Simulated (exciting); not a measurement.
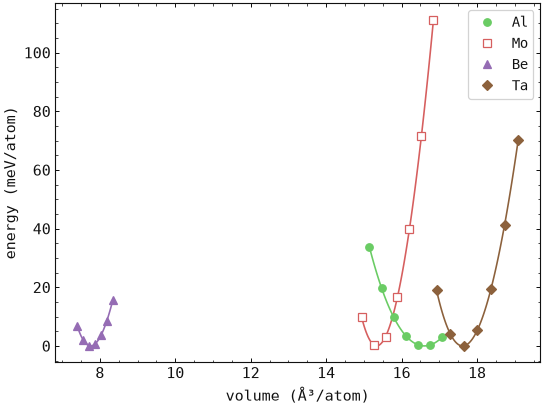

Energy against volume, with one curve for each element, for Al, Be, Mo and Ta (all in space group Im-3m (No. 229)).

Settings that differ: Al: k mesh 12×12×12; Mo: k mesh 12×12×12; Be: k mesh 15×15×15; Ta: k mesh 11×11×11.

The fitted equilibrium volumes, smallest first, are Be 7.756, Mo 15.339, Al 16.602, Ta 17.620 Å³/atom. The fitted bulk moduli, smallest first, are Al 73.1, Be 124.7, Ta 209.0, Mo 287.3 GPa.

Method: all-electron LAPW DFT, no spin polarisation; energies at scaled volumes of the given cell, shape and fractions fixed, counted from the fit's minimum, third-order Birch-Murnaghan fit (exciting sodium). Level: PBEsol.

- occupations: Fermi–Dirac
- smearing width: 0.05 eV
- potentials: all electron LAPW+lo, shipped species files
